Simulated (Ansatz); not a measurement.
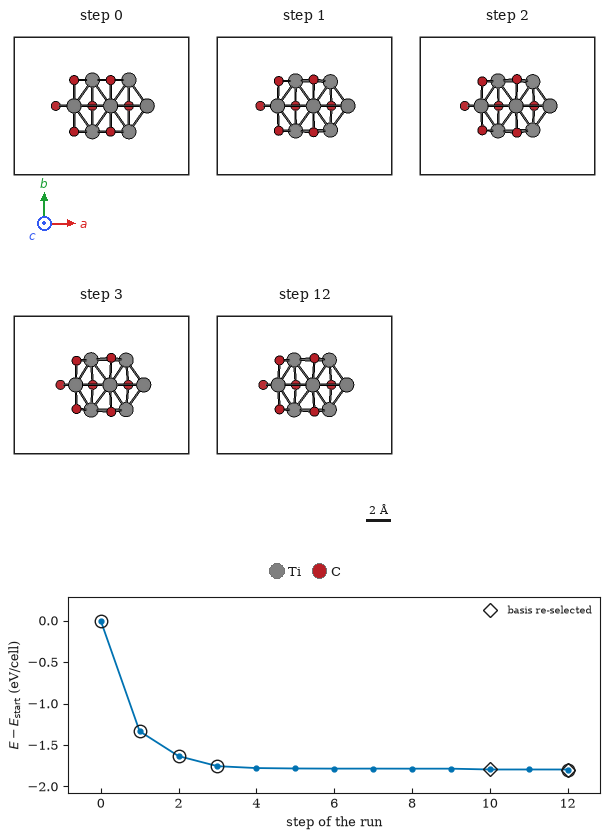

Frames of a relaxation of a wire of composition TiC, marked on the history of the run. Style: ball-and-stick. Shown: the 3 repeat of the cell, with the vacuum cut short, along the c axis.

Case: wire along [1 1 0], 14 atoms a period.

Method: DFT PBE, scalar-relativistic, plane waves, PAW (Ansatz 0.2.0).

Input
```yaml
crystal:
  lattice:
    - [16.7, 0.0, 0.0]
    - [0.0, 13.6, 0.0]
    - [0.0, 0.0, 3.0637674453]
  atoms:
    - { symbol: Ti, position: [0.5458647821, 0.5, 0.0] }
    - { symbol: C, position: [0.2706760894, 0.5, 0.5] }
    - { symbol: C, position: [0.6375943463, 0.5, 0.5] }
    - { symbol: Ti, position: [0.4541352179, 0.6592949071, 0.5] }
    - { symbol: Ti, position: [0.4541352179, 0.3407050929, 0.5] }
    - { symbol: C, position: [0.3624056537, 0.6592949071, 0.0] }
    - { symbol: C, position: [0.3624056537, 0.3407050929, 0.0] }
    - { symbol: Ti, position: [0.6375943463, 0.6592949071, 0.5] }
    - { symbol: Ti, position: [0.6375943463, 0.3407050929, 0.5] }
    - { symbol: C, position: [0.5458647821, 0.6592949071, 0.0] }
    - { symbol: C, position: [0.5458647821, 0.3407050929, 0.0] }
    - { symbol: Ti, position: [0.3624056537, 0.5, 0.0] }
    - { symbol: Ti, position: [0.7293239106, 0.5, 0.0] }
    - { symbol: C, position: [0.4541352179, 0.5, 0.5] }
basis:
  ecutwfc: 420
kpoints:
  mp_grid: { grid: [1, 1, 18] }
hamiltonian:
  xc: pbe
scf:
  occupations: { method: gaussian, width: 0.05 }
output:
  forces: true
  stress: true
  eigenvalues: true
  populations: true
  write_density: true
  write_potential: true
  elf: true
  volumetric_format: npy
relax:
  adjacent_minimum: "off"
  f_tol: 0.02
  max_steps: 45
  cell: { fix: [a, b, alpha, beta, gamma], stress_tol: 0.03 }
```

Launched with:
```bash
ansatz run input.yaml --threads 4 --pin off --max-ram 11264MiB --backend cpu --events-out ev --progress --plain --runs-dir out
```

> Describe the path.

After 10 accepted moves (12 points after the start) the energy has fallen by 1.795 eV per cell of the calculation. Largest force component: 2 eV/Å at the start, 0.0092 eV/Å at the end. At 2 points the geometry stayed and the basis and grid were re-selected for the new cell (energy shift of 10.0 meV per cell of the calculation at most each time). The atom that moves furthest relative to the centre of the atoms is C2 (0.38 Å). Largest moves by element: C 0.38 Å, Ti 0.29 Å. Along the periodic axis the drawn cell goes c 9.191 → 9.483 Å (+3.2 %). Near-neighbour distances that change, for instance: Ti1–Ti13 3.064 → 2.845 Å, Ti4–C6 2.166 → 1.998 Å, Ti4–C10 2.166 → 2.331 Å, Ti1–Ti12 3.064 → 2.902 Å. Bond angles that change, for instance: Ti4–C6–Ti4 90.0° → 104.6°, Ti8–C10–Ti8 90.0° → 103.1°, Ti4–C10–Ti8 180.0° → 167.4°. The run took 5.3 min on 4 threads of Arm Neoverse V1, on a shared host, peak memory 1.5 GiB. From step 0 to 1: Ti atoms move most (0.19 Å), energy −1.334 eV per cell of the calculation. From step 1 to 2: C2 moves most (0.12 Å), energy −0.299 eV per cell of the calculation. From step 2 to 3: C2 moves most (0.15 Å), energy −0.121 eV per cell of the calculation. From step 3 to 12: Ti12 moves most (0.04 Å), energy −40.2 meV per cell of the calculation.

Limits of the set-up: the k-point mesh is coarse for a cell with partly filled bands.
